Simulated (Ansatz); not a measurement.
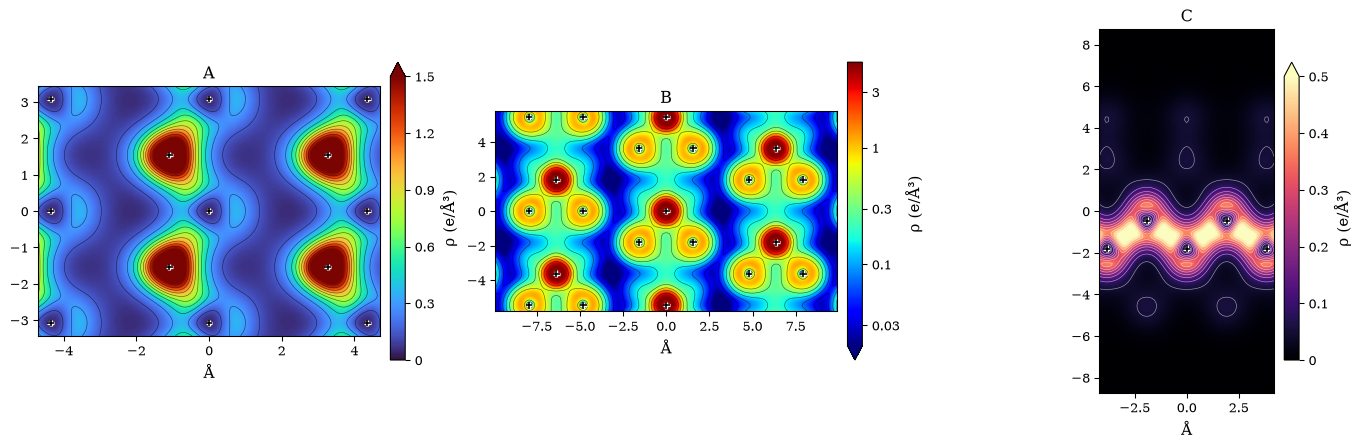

The valence charge density (pseudo) of 3 systems, each on a plane through atoms (crosses mark nuclei in the plane).

These are results of DFT PBEsol, scalar-relativistic, plane waves, PAW in Ansatz 0.2.0, not measurements.

System 1: WS$_{2}$, the (110) plane of the conventional cell. Space group R3m.

```cif
data_structure
_symmetry_space_group_name_H-M 'P 1'
_symmetry_Int_Tables_number 1
_cell_length_a 3.1476
_cell_length_b 3.1476
_cell_length_c 19.1114
_cell_angle_alpha 90.000
_cell_angle_beta 90.000
_cell_angle_gamma 120.000
_cell_volume 163.98
loop_
_atom_site_label
_atom_site_type_symbol
_atom_site_fract_x
_atom_site_fract_y
_atom_site_fract_z
_atom_site_occupancy
W1 W 0.66667 0.33333 0.33266 1
W2 W 0.33333 0.66667 0.66600 1
W3 W 0.00000 0.00000 0.99933 1
S1 S 0.66667 0.33333 0.08130 1
S2 S 0.33333 0.66667 0.41463 1
S3 S 0.00000 0.00000 0.74796 1
S4 S 0.33333 0.66667 0.25068 1
S5 S 0.00000 0.00000 0.58401 1
S6 S 0.66667 0.33333 0.91734 1
```

System 2: Si (slab), the (100) plane of the calculation cell, a cut from vacuum to vacuum. The program warned that a starting moment wasn't kept; spin-polarised, but the moments vanished.

```
Si
1.0
     3.84172    0.00000    0.00000
     0.00000    3.84172    0.00000
     0.00000    0.00000   25.79126
Si
7
Direct
  0.00000 0.50000 0.32957
  0.00000 0.00000 0.38223
  0.50000 0.00000 0.43490
  0.50000 0.50000 0.48699
  0.00000 0.50000 0.54051
  0.00000 0.00000 0.59197
  0.00000 0.00000 0.68054
```

System 3: SiC, the (101) plane of the conventional cell. Space group F-43m.

**Match each panel to its system.**

Panel A is system 3, SiC: the plane holds Si and C. Si–C (1.89 Å): ρ at the midpoint is about 0.88 e/Å³. Panel B is system 1, WS$_{2}$: the plane holds W and S. W–S (2.40 Å): ρ at the midpoint is about 0.64 e/Å³. Panel C is system 2, Si: the plane holds Si. Si–Si (2.34 Å): the density is about 0.57 e/Å³ at the midpoint.
